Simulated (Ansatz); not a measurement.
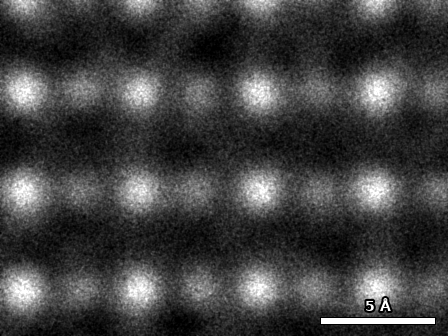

iDPC-like image of Cs (P6/mmm, No. 191). Simulated as the projected potential of neutral atoms (B = 0.8 Å²) blurred by a 1.30 Å probe, the thin-sample limit of integrated differential phase contrast. Shot noise and the speckle of an amorphous layer were added. Structure: coordinates from a relaxation with DFT PBE, scalar-relativistic, plane waves, PAW (Ansatz 0.2.0); the starting structure was generated, so it need not be a known form of this composition.

```
Cs
1.0
     8.79164    0.00000    0.00000
    -4.39582    7.61378    0.00000
     0.00000    0.00000    5.25972
Cs
3
Direct
  0.33333 0.66667 0.50000
  0.00000 0.00000 0.00000
  0.66667 0.33333 0.50000
```

Which beam direction gives this image, [210], [310], [001] or [101]? (Directions equivalent by symmetry count as one.)

Answer. [210]. The projected cells are 4.40 × 5.26 Å, 90° for [210]; 2.88 × 5.26 Å, 90° for [310]; 5.08 × 5.08 Å, 120° for [001]; 4.51 × 7.94 Å, 107° for [101], and the image repeats as the [210] one does.
